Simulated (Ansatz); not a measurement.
Single-point calculation of Zr₅S₁₂ (part 1 of 2)

- system: Zr₅S₁₂ (slab, 17 atoms in the cell)
- method: DFT PBEsol, scalar-relativistic, plane waves, PAW, spin-polarised (Ansatz 0.2.0)

The structure derives from an entry of the Crystallography Open Database. It belongs to a series of runs on one base structure; here: Zr vacancy. Figures and captions count atoms from 1; the log counts them from 0 in places.

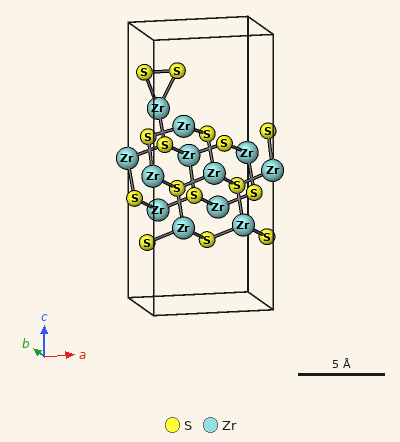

The input geometry (ball-and-stick view of the cell of the calculation, with the vacuum cut short, seen slightly off an axis). An atom can appear more than once, as a periodic image. Near neighbours in the periodic cell (some may lie outside the picture): S has 2 Zr at 2.38 to 2.55 Å; Zr has 5 S at 2.38 to 2.58 Å; S has 3 Zr at 2.41 to 2.62 Å; Zr has 6 S at 2.46 to 2.62 Å; S has 1 S at 1.99 Å and 1 Zr at 2.58 Å.

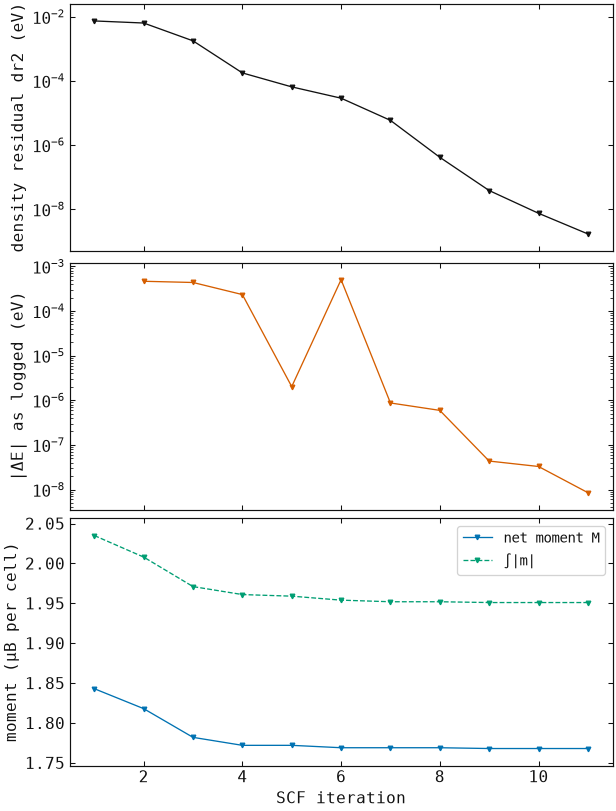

Convergence of the self-consistent field: density residual dr2, size of the energy change and magnetic moment against the SCF iteration. The residual falls at every step. The net moment stays at 1.8 μB per cell.

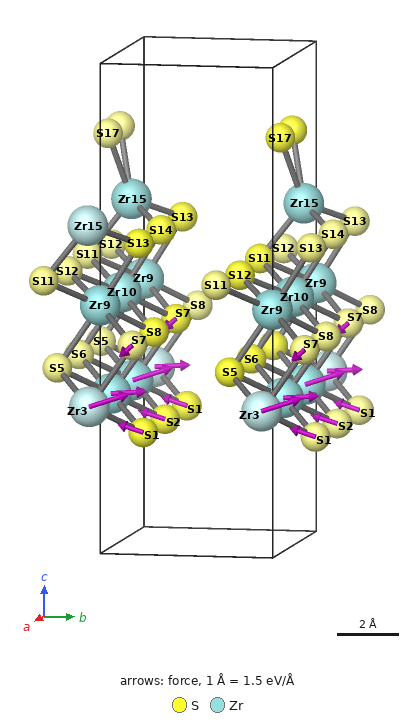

Forces on the atoms as pink arrows (ball-and-stick view of the cell of the calculation, with the vacuum cut short, seen slightly off an axis; neighbours outside the cell are drawn fainter; atoms are numbered from 1 in the order of the input); the smallest are left out. The largest act on Zr3 (2.18 eV/Å); Zr4 (1.84 eV/Å); S1, S2 (1.44 eV/Å); S7 (0.93 eV/Å). The geometry is not a stationary point of this energy.

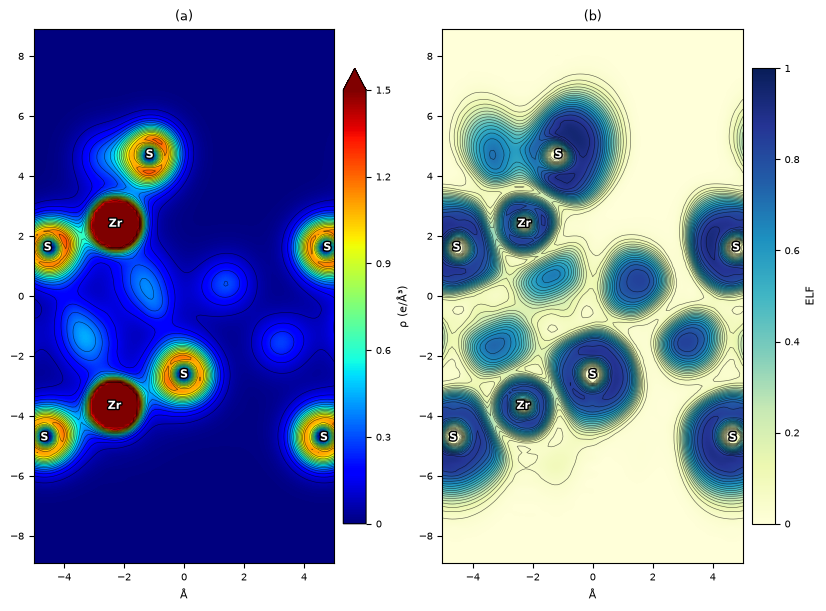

(a) valence charge density (pseudo); (b) ELF on the (110) plane of the calculation cell, a cut from vacuum to vacuum. Zr–S (2.38 Å): ρ at the midpoint is about 0.62 e/Å³; the ELF is about 0.45 at the midpoint. Zr–S (2.55 Å): the density is about 0.45 e/Å³ at the midpoint; the ELF is about 0.40 at the midpoint (no shared pair; the contact is polar). Zr–S (2.58 Å): ρ is about 0.42 e/Å³ halfway; the ELF is about 0.35 at the midpoint; a polar contact without a shared pair, in a metal. The density dies away to nearly zero in the vacuum. The strong features right at Zr lie inside the PAW spheres (semicore, d or f shells) and say nothing about bonding. Core electrons are frozen (PAW), so the fields are smoothed inside the atomic spheres.

The input that produced these results follows, with the program's output.

### The input
```yaml
crystal:
  lattice:
    - [7.25999808, 0.0, 0.0]
    - [0.0, 5.85, 0.0]
    - [0.0, 0.0, 26.3831235774]
  atoms:
    - { symbol: S, position: [0.0, 0.2492, 0.3411271593] }
    - { symbol: S, position: [0.5, 0.2492, 0.3411271593] }
    - { symbol: Zr, position: [0.25, 0.0, 0.3808453695] }
    - { symbol: Zr, position: [0.75, 0.0, 0.3808453695] }
    - { symbol: S, position: [0.0, 0.7508, 0.4205635797] }
    - { symbol: S, position: [0.5, 0.7508, 0.4205635797] }
    - { symbol: S, position: [0.25, 0.2492, 0.4602817898] }
    - { symbol: S, position: [0.75, 0.2492, 0.4602817898] }
    - { symbol: Zr, position: [-0.0069209514, -0.0021894493, 0.5011877212] }
    - { symbol: Zr, position: [0.5069209514, -0.0021894493, 0.5011877212] }
    - { symbol: S, position: [0.25, 0.7358369088, 0.5395097484] }
    - { symbol: S, position: [0.75, 0.7475890457, 0.5352653583], spin: 0.2 }
    - { symbol: S, position: [0.003973055, 0.2251344159, 0.5813120682], spin: 0.14 }
    - { symbol: S, position: [0.496026945, 0.2251344159, 0.5813120682], spin: 0.14 }
    - { symbol: Zr, position: [0.25, -0.0091196645, 0.611053196] }
    - { symbol: S, position: [0.112621104, 0.8897584535, 0.6985481454], spin: 0.25 }
    - { symbol: S, position: [0.387378896, 0.8897584535, 0.6985481454], spin: 0.25 }
basis:
  ecutwfc: 420.0
  fft_grid_basis: typed
kpoints:
  mp_grid: { grid: [8, 10, 1] }
hamiltonian:
  xc: pbesol
  pseudopotentials: { kind: paw }
scf:
  occupations: { method: gaussian, width: 0.05 }
output:
  forces: true
  eigenvalues: true
  populations: true
  band_densities:
    - { e_range: [-2.0, -1.0] }
    - { e_range: [-1.0, -0.5] }
    - { e_range: [-0.5, -0.25] }
    - { e_range: [-0.25, 0.0] }
    - { e_range: [0.0, 0.25] }
    - { e_range: [0.25, 0.5] }
    - { e_range: [0.5, 1.0] }
    - { e_range: [1.0, 1.5] }
  band_residual_tolerance: 1.0e-05
  write_potential: true
  elf: true
  write_density: true
  volumetric_format: npy
efield:
  axis: 3
  dipole_correction: true
  ramp_width: 0.04
magnetization:
  spin_polarized: true
checkpoint:
  read: start.run
  write: ck
  compress: false
  write_wavefunctions: false
  write_every: 100000
```

Command:
```bash
ansatz run input.yaml --threads 4 --pin off --max-ram 8847MiB --backend cpu --events-out ev --progress --plain --runs-dir out
```

### Output
```
Warning: checkpoint.read: spin seed differs: saved de684d7776d9…, current 3cd1138a8bc7…; the loaded state replaces the seed-built initial guess (but the starting_ns of a DFT+U solve that opens without the state's occupation matrices), so the run may converge into the producing seed's basin, or, where the symmetry group that follows from this deck's starting moments and starting_ns does not hold the saved magnetisation, lose that magnetisation at its first build. Where atoms have moved since the state was saved, this difference can also decide whether moments are moved with them. A self-consistent run of this deck without the state starts from its starting moments and, under a DFT+U term, its starting_ns
Engine: ansatz 0.2.0, aarch64-unknown-linux-gnu
Pseudopotentials: kind: paw
Pseudopotential: S, paw, valence charge 6, recommended cutoff 420 eV (normal), S.paw.azcp
Pseudopotential: Zr, paw, valence charge 12, recommended cutoff 420 eV (normal), Zr.paw.azcp
Functional definition: PBEsol
  exchange = pbesol_x
  correlation = pbesol_c
Crystal: 17 atoms, lattice volume = 1120.517 Å³
Basis set: ecut = 420 eV, 21895 PW (Γ), exchange–correlation on 100×80×360 points (8 copies of the dense FFT grid, shifted against one another)
Bands: 84, of which v1, the nominal top of the filled ones, is band 66 counted from 1 (65 counted from 0)
Symmetry: 2 space group operations
k-points: 30 of 80 (time reversal used)
Non-local potential: S, projectors of the file, l = 0: 2, l = 1: 2, l = 2: 2
Non-local potential: Zr, projectors of the file, l = 0: 3, l = 1: 2, l = 2: 2, l = 3: 2
PAW form: soft (Blöchl's): semilocal exchange-correlation on the pseudo side does not see the compensation charge
PAW frozen core: S, regenerated for the run's functional, and the local potential with it (the file was generated under x = pbe(κ = 0.804, μ = 0.2195149727645171), c = pbe(β = 0.06672455060314922))
PAW frozen core: Zr, regenerated for the run's functional, and the local potential with it (the file was generated under x = pbe(κ = 0.804, μ = 0.2195149727645171), c = pbe(β = 0.06672455060314922))
PAW one-centre angular grid: S, 110 points (default); XC on 64 Gauss nodes
PAW one-centre angular grid: Zr, 590 points (default); XC on 64 Gauss nodes
Initial density: read from a saved state, or passed on in memory by an earlier SCF of this step, an earlier step, the calling program or the single point that the run made first
Stability of the state it starts from, as read at its close in the collinear treatment: not read negative (Ritz values of 1 − χ₀K, real part plus size of imaginary part, from 0.89 to 1.0, by its mixing steps under the symmetry group of the SCF that read it); its run was given moments
Starting moments: Σ|m| = 0.98 μB on 5 of 17 sites; this step starts from the density that it was given
Initial wavefunctions: pseudopotential atomic-orbital guess
Functional: x = pbesol(κ = 0.804, μ = 0.12345679012345678), c = pbesol(β = 0.046)
iter 1 solved again at ethr=6.32e-6 eV; its pass at ethr=3.10e-3 eV (dr2=8.34e-3 eV) is discarded
```
